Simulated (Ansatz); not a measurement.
Input file:

```
crystal:
  lattice:
    - [5.4423574058, 5.4423574058, -5.4423574058]
    - [-5.4423574058, -5.4423574058, -5.4423574058]
    - [-5.4423574058, 5.4423574058, 5.4423574058]
  atoms:
    - { symbol: Zn, position: [0.25, 0.5, 0.25] }
    - { symbol: Zn, position: [0.5, 0.25, 0.25] }
    - { symbol: Zn, position: [0.75, 0.0, 0.25] }
    - { symbol: Zn, position: [0.75, 0.5, 0.75] }
    - { symbol: Zn, position: [0.0, 0.5, 0.5] }
    - { symbol: Zn, position: [0.25, 0.25, 0.5] }
    - { symbol: Zn, position: [0.5, 0.0, 0.5] }
    - { symbol: Zn, position: [0.75, 0.75, 0.5] }
    - { symbol: Zn, position: [1.0, 0.75, 0.25] }
    - { symbol: Zn, position: [0.5, 0.5, 0.0] }
    - { symbol: Zn, position: [0.75, 0.25, 0.0] }
    - { symbol: Zn, position: [0.0, 0.25, 0.75] }
    - { symbol: Zn, position: [0.25, 1.0, 0.75] }
    - { symbol: Zn, position: [0.5, 0.75, 0.75] }
    - { symbol: Zn, position: [0.0, 0.0, 0.0] }
    - { symbol: Zn, position: [0.25, 0.75, 0.0] }
    - { symbol: S, position: [0.25, 0.5, 0.0] }
    - { symbol: S, position: [0.5, 0.25, 0.0] }
    - { symbol: S, position: [0.75, 0.0, 0.0] }
    - { symbol: S, position: [0.75, 0.5, 0.5] }
    - { symbol: S, position: [0.0, 0.5, 0.25] }
    - { symbol: S, position: [0.25, 0.25, 0.25] }
    - { symbol: S, position: [0.5, 0.0, 0.25] }
    - { symbol: S, position: [0.75, 0.75, 0.25] }
    - { symbol: S, position: [0.0, 0.75, 0.0] }
    - { symbol: S, position: [0.5, 0.5, 0.75] }
    - { symbol: S, position: [0.75, 0.25, 0.75] }
    - { symbol: S, position: [0.0, 0.25, 0.5] }
    - { symbol: S, position: [0.25, 0.0, 0.5] }
    - { symbol: S, position: [0.5, 0.75, 0.5] }
    - { symbol: S, position: [0.0, 0.0, 0.75] }
    - { symbol: S, position: [0.25, 0.75, 0.75] }
basis:
  ecutwfc: 420
  xc_grid: 2
kpoints:
  mp_grid: { grid: [2, 2, 2], shift: [0.5, 0.5, 0.5] }
hamiltonian:
  xc: pbe
scf:
  occupations: { method: gaussian, width: 0.02 }
output:
  forces: true
  stress: true
  eigenvalues: true
  write_density: true
  write_potential: true
  elf: true
  volumetric_format: npy
```

Launched as:

```sh
ansatz run input.yaml --threads 8 --pin off --max-ram 16384MiB --backend cpu --events-out ev --progress --plain --runs-dir out
```

Space group F-43m; a structure from a database of computed crystals, not necessarily the ambient phase.

All numbers below come from DFT PBE, scalar-relativistic, plane waves, PAW in Ansatz 0.2.0.

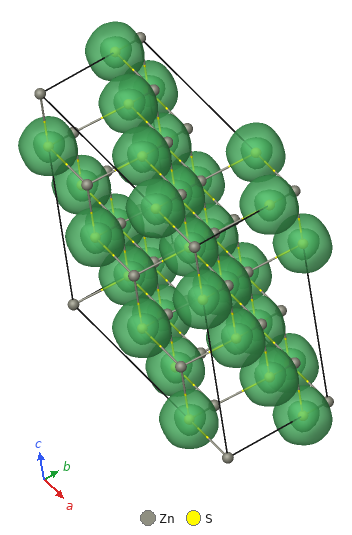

ZnS. Isosurface of the electron localisation function at 0.75 (green), seen slightly off an axis. Core shells and regions of very low density are left out. Sticks mark near contacts.

What do the ELF domains correspond to?

The ELF exceeds this value in 16 regions wrapped around S (the valence shell of each), counted in one cell of 32 atoms. Any copies at cell faces, edges or corners count once. Along the contacts the grid gives the following. Zn–S (2.36 Å): the ELF peaks at about 0.90 in the valence shell of S, 0.9 Å from its nucleus, and is about 0.55 at the midpoint.

Does the calculation make it a metal, or give it a gap?

It is gapped, with a Kohn–Sham gap of 3.6 eV on the k-point mesh (the band edges may lie off the mesh, which would make the gap smaller).
